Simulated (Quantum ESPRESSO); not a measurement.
# Band-structure run, with input and output: La (part 1 of 2)

System: La (Im-3m, 1 atom in the cell).
Method: Kohn-Sham DFT of a periodic cell, PBE, Ansatz NC SR PBE, no spin polarisation (Quantum ESPRESSO 7.5).

The structure derives from a Materials Project entry. The run did not end well.

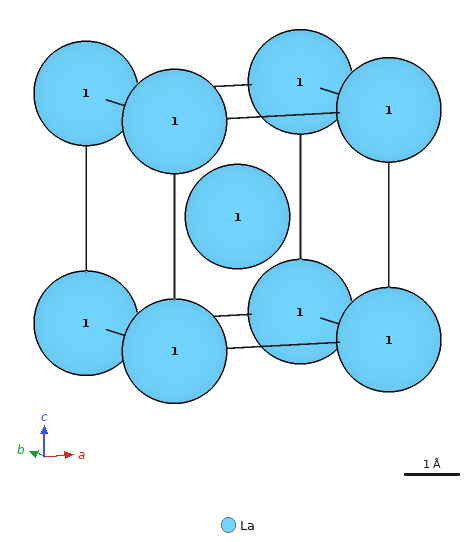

The structure as given in the input (spheres-only view of the cell 2 times as large as that of the calculation, set on its symmetry axes, seen slightly off an axis; atoms are numbered from 1 in the order of the input). An atom can appear more than once, as a periodic image.

Outcome:

```csv
quantity,value
outcome,not converged
space group (tolerance 0.01 Å),Im-3m (229)
electrons treated,11
free energy,−954.6723 eV
Fermi energy,10.822 eV
gap on the k-point mesh,none (metallic)
pressure,−0.54 GPa
largest force (length of the vector),under 0.001 eV/Å
hardware,"1 thread of Arm Neoverse V1, 24 GiB of memory available, shared host"
wall time,49 s
peak memory,0.11 GiB
```

Diagnosis:

The run did not converge. Its last values are not results. Further notes kept with the run: c_bands (1): too many bands are not converged. Notes on the run: eigenvalues not converged.

The input:
```
&CONTROL
  calculation = 'scf'
  prefix = 'pwscf'
  outdir = './tmp'
  pseudo_dir = './pseudo'
  tprnfor = .true.
  tstress = .true.
  disk_io = 'low'
/
&SYSTEM
  ibrav = 0
  nat = 1
  ntyp = 1
  ecutwfc = 110
  nbnd = 11
  occupations = 'smearing'
  smearing = 'fd'
  degauss = 0.00367493
/
&ELECTRONS
  conv_thr = 2d-10
  electron_maxstep = 120
  mixing_beta = 0.5
/
ATOMIC_SPECIES
La   138.9055 La.upf
CELL_PARAMETERS angstrom
  -2.1238310710    2.1238310710    2.1238310710
   2.1238310710   -2.1238310710    2.1238310710
   2.1238310710    2.1238310710   -2.1238310710
ATOMIC_POSITIONS crystal
La     0.0000000000    0.0000000000    0.0000000000
K_POINTS automatic
9 9 9 0 0 0
```

File bands.in:
```
&CONTROL
  calculation = 'bands'
  prefix = 'pwscf'
  outdir = './tmp'
  pseudo_dir = './pseudo'
  disk_io = 'low'
  verbosity = 'high'
/
&SYSTEM
  ibrav = 0
  nat = 1
  ntyp = 1
  ecutwfc = 110
  nbnd = 11
  occupations = 'smearing'
  smearing = 'fd'
  degauss = 0.00367493
/
&ELECTRONS
  conv_thr = 1d-08
  electron_maxstep = 120
  mixing_beta = 0.5
  diago_full_acc = .true.
  startingwfc = 'random'
/
ATOMIC_SPECIES
La   138.9055 La.upf
CELL_PARAMETERS angstrom
  -2.1238310710    2.1238310710    2.1238310710
   2.1238310710   -2.1238310710    2.1238310710
   2.1238310710    2.1238310710   -2.1238310710
ATOMIC_POSITIONS crystal
La     0.0000000000    0.0000000000    0.0000000000
K_POINTS crystal
60
 0.0000000000  0.0000000000  0.0000000000 1
 0.0416666667 -0.0416666667  0.0416666667 1
 0.0833333333 -0.0833333333  0.0833333333 1
 0.1250000000 -0.1250000000  0.1250000000 1
 0.1666666667 -0.1666666667  0.1666666667 1
 0.2083333333 -0.2083333333  0.2083333333 1
 0.2500000000 -0.2500000000  0.2500000000 1
 0.2916666667 -0.2916666667  0.2916666667 1
 0.3333333333 -0.3333333333  0.3333333333 1
 0.3750000000 -0.3750000000  0.3750000000 1
 0.4166666667 -0.4166666667  0.4166666667 1
 0.4583333333 -0.4583333333  0.4583333333 1
 0.5000000000 -0.5000000000  0.5000000000 1
 0.4375000000 -0.4375000000  0.5000000000 1
 0.3750000000 -0.3750000000  0.5000000000 1
 0.3125000000 -0.3125000000  0.5000000000 1
 0.2500000000 -0.2500000000  0.5000000000 1
 0.1875000000 -0.1875000000  0.5000000000 1
 0.1250000000 -0.1250000000  0.5000000000 1
 0.0625000000 -0.0625000000  0.5000000000 1
 0.0000000000  0.0000000000  0.5000000000 1
 0.0000000000  0.0000000000  0.4444444444 1
 0.0000000000  0.0000000000  0.3888888889 1
 0.0000000000  0.0000000000  0.3333333333 1
 0.0000000000  0.0000000000  0.2777777778 1
 0.0000000000  0.0000000000  0.2222222222 1
 0.0000000000  0.0000000000  0.1666666667 1
 0.0000000000  0.0000000000  0.1111111111 1
 0.0000000000  0.0000000000  0.0555555556 1
 0.0000000000  0.0000000000  0.0000000000 1
 0.0227272727  0.0227272727  0.0227272727 1
 0.0454545455  0.0454545455  0.0454545455 1
 0.0681818182  0.0681818182  0.0681818182 1
 0.0909090909  0.0909090909  0.0909090909 1
 0.1136363636  0.1136363636  0.1136363636 1
 0.1363636364  0.1363636364  0.1363636364 1
 0.1590909091  0.1590909091  0.1590909091 1
 0.1818181818  0.1818181818  0.1818181818 1
 0.2045454545  0.2045454545  0.2045454545 1
 0.2272727273  0.2272727273  0.2272727273 1
 0.2500000000  0.2500000000  0.2500000000 1
 0.2708333333  0.1875000000  0.2708333333 1
 0.2916666667  0.1250000000  0.2916666667 1
 0.3125000000  0.0625000000  0.3125000000 1
 0.3333333333  0.0000000000  0.3333333333 1
 0.3541666667 -0.0625000000  0.3541666667 1
 0.3750000000 -0.1250000000  0.3750000000 1
 0.3958333333 -0.1875000000  0.3958333333 1
 0.4166666667 -0.2500000000  0.4166666667 1
 0.4375000000 -0.3125000000  0.4375000000 1
 0.4583333333 -0.3750000000  0.4583333333 1
 0.4791666667 -0.4375000000  0.4791666667 1
 0.5000000000 -0.5000000000  0.5000000000 1
 0.2500000000  0.2500000000  0.2500000000 1
 0.2083333333  0.2083333333  0.2916666667 1
 0.1666666667  0.1666666667  0.3333333333 1
 0.1250000000  0.1250000000  0.3750000000 1
 0.0833333333  0.0833333333  0.4166666667 1
 0.0416666667  0.0416666667  0.4583333333 1
 0.0000000000  0.0000000000  0.5000000000 1
```

Run as:
```bash
OMP_NUM_THREADS=1 pw.x -in pw.in > pw.out
OMP_NUM_THREADS=1 pw.x -in bands.in > bands.out
```

The program's output:
```
This program is part of the open-source Quantum ESPRESSO suite
     for quantum simulation of materials; please cite
         "P. Giannozzi et al., J. Phys.:Condens. Matter 21 395502 (2009);
         "P. Giannozzi et al., J. Phys.:Condens. Matter 29 465901 (2017);
         "P. Giannozzi et al., J. Chem. Phys. 152 154105 (2020);
          URL
     in publications or presentations arising from this work. More details at

     Message from routine setup:
     using ibrav=0 with symmetry is DISCOURAGED, use correct ibrav instead

     G-vector sticks info
     --------------------
     sticks:   dense  smooth     PW     G-vecs:    dense   smooth      PW
     Sum        1599    1599    467                40407    40407    6339

     Using Slab Decomposition

     bravais-lattice index     =            0
     lattice parameter (alat)  =       6.9515  a.u.
     unit-cell volume          =     258.5928 (a.u.)^3
     number of atoms/cell      =            1
     number of atomic types    =            1
     number of electrons       =        11.00
     number of Kohn-Sham states=           11
     kinetic-energy cutoff     =     110.0000  Ry
     charge density cutoff     =     440.0000  Ry
     scf convergence threshold =      2.0E-10
     mixing beta               =       0.5000
     number of iterations used =            8  plain     mixing
     Exchange-correlation= PBE
                           (   1   4   3   4   0   0   0)

     celldm(1)=   6.951515  celldm(2)=   0.000000  celldm(3)=   0.000000
     celldm(4)=   0.000000  celldm(5)=   0.000000  celldm(6)=   0.000000

     crystal axes: (cart. coord. in units of alat)
               a(1) = (  -0.577350   0.577350   0.577350 )
               a(2) = (   0.577350  -0.577350   0.577350 )
               a(3) = (   0.577350   0.577350  -0.577350 )

     reciprocal axes: (cart. coord. in units 2 pi/alat)
               b(1) = ( -0.000000  0.866025  0.866025 )
               b(2) = (  0.866025 -0.000000  0.866025 )
               b(3) = (  0.866025  0.866025  0.000000 )

     PseudoPot. # 1 for La read from file:
     La.upf
     Pseudo is Norm-conserving + core correction, Zval = 11.0
     Ansatz make-channels, of a published file: Generated using ONCVPSP code by D. R.
     Using radial grid of 1812 points,  8 beta functions with:
                l(1) =   0
                l(2) =   0
                l(3) =   1
                l(4) =   1
                l(5) =   2
                l(6) =   2
                l(7) =   3
                l(8) =   3

     atomic species   valence    mass     pseudopotential
     La               11.00   138.90550     La( 1.00)

     48 Sym. Ops., with inversion, found

   Cartesian axes

     site n.     atom                  positions (alat units)
         1        La     tau(   1) = (   0.0000000   0.0000000   0.0000000  )

     number of k points=    35  Fermi-Dirac smearing, width (Ry)=  0.0037
                       cart. coord. in units 2pi/alat
        k(    1) = (   0.0000000   0.0000000   0.0000000), wk =   0.0027435
        k(    2) = (   0.0962250   0.0962250   0.0000000), wk =   0.0329218
        k(    3) = (   0.1924501   0.1924501   0.0000000), wk =   0.0329218
        k(    4) = (   0.2886751   0.2886751   0.0000000), wk =   0.0329218
        k(    5) = (   0.3849002   0.3849002   0.0000000), wk =   0.0329218
        k(    6) = (   0.1924501   0.0962250   0.0962250), wk =   0.0658436
        k(    7) = (   0.2886751   0.1924501   0.0962250), wk =   0.1316872
        k(    8) = (   0.3849002   0.2886751   0.0962250), wk =   0.1316872
        k(    9) = (   0.4811252   0.3849002   0.0962250), wk =   0.0658436
        k(   10) = (   0.3849002   0.1924501   0.1924501), wk =   0.0658436
        k(   11) = (   0.4811252   0.2886751   0.1924501), wk =   0.1316872
        k(   12) = (   0.5773503   0.2886751   0.2886751), wk =   0.0219479
        k(   13) = (   0.1924501   0.1924501   0.1924501), wk =   0.0219479
        k(   14) = (   0.2886751   0.2886751   0.1924501), wk =   0.0658436
        k(   15) = (   0.3849002   0.3849002   0.1924501), wk =   0.0658436
        k(   16) = (  -0.0000000  -0.0000000   0.1924501), wk =   0.0164609
        k(   17) = (   0.3849002   0.2886751   0.2886751), wk =   0.0658436
        k(   18) = (   0.4811252   0.3849002   0.2886751), wk =   0.0658436
        k(   19) = (   0.0000000  -0.0962250   0.2886751), wk =   0.0658436
        k(   20) = (  -0.0000000  -0.1924501   0.3849002), wk =   0.0658436
        k(   21) = (   0.0962250  -0.0962250   0.3849002), wk =   0.0658436
        k(   22) = (   0.0000000  -0.2886751   0.4811252), wk =   0.0658436
        k(   23) = (   0.0962250  -0.1924501   0.4811252), wk =   0.1316872
        k(   24) = (  -0.7698004  -0.2886751  -0.2886751), wk =   0.0658436
        k(   25) = (  -0.6735753  -0.1924501  -0.2886751), wk =   0.0658436
        k(   26) = (   0.3849002   0.3849002   0.3849002), wk =   0.0219479
        k(   27) = (   0.0000000   0.0000000   0.3849002), wk =   0.0164609
        k(   28) = (  -0.0000000  -0.0962250   0.4811252), wk =   0.0658436
        k(   29) = (   0.0000000  -0.1924501   0.5773503), wk =   0.0658436
        k(   30) = (   0.0962250  -0.0962250   0.5773503), wk =   0.0658436
        k(   31) = (  -0.7698004  -0.1924501  -0.1924501), wk =   0.0658436
        k(   32) = (  -0.0000000  -0.0000000   0.5773503), wk =   0.0164609
        k(   33) = (   0.0000000  -0.0962250   0.6735753), wk =   0.0658436
        k(   34) = (  -0.7698004  -0.0962250  -0.0962250), wk =   0.0219479
        k(   35) = (   0.0000000   0.0000000   0.7698004), wk =   0.0164609

     Dense  grid:    40407 G-vectors     FFT dimensions: (  48,  48,  48)

     Initial potential from superposition of free atoms

     starting charge      10.9911, renormalised to      11.0000
     Starting wfcs are   10 randomized atomic wfcs +    1 random wfcs

     Self-consistent Calculation

     iteration #  1     ecut=   110.00 Ry     beta= 0.50
     Davidson diagonalization with overlap
     ethr =  1.00E-02,  avg # of iterations =  9.9

     Threshold (ethr) on eigenvalues was too large:
     Diagonalizing with lowered threshold

     Davidson diagonalization with overlap
     c_bands:  1 eigenvalues not converged
     c_bands:  1 eigenvalues not converged
     c_bands:  3 eigenvalues not converged
     c_bands:  1 eigenvalues not converged
     c_bands:  1 eigenvalues not converged
     c_bands:  1 eigenvalues not converged
     c_bands:  1 eigenvalues not converged
     c_bands:  1 eigenvalues not converged
     c_bands:  2 eigenvalues not converged
     c_bands:  4 eigenvalues not converged
     c_bands:  1 eigenvalues not converged
     ethr =  1.95E-05,  avg # of iterations = 20.7

     total energy              =     -70.16677885 Ry
     estimated scf accuracy    <       0.00125871 Ry

     iteration #  2     ecut=   110.00 Ry     beta= 0.50
     Davidson diagonalization with overlap
     c_bands:  1 eigenvalues not converged
     c_bands:  4 eigenvalues not converged
     c_bands:  3 eigenvalues not converged
     c_bands:  1 eigenvalues not converged
     c_bands:  1 eigenvalues not converged
     c_bands:  2 eigenvalues not converged
     ethr =  1.14E-05,  avg # of iterations =  7.7

     total energy              =     -70.16700414 Ry
     estimated scf accuracy    <       0.00013957 Ry
```
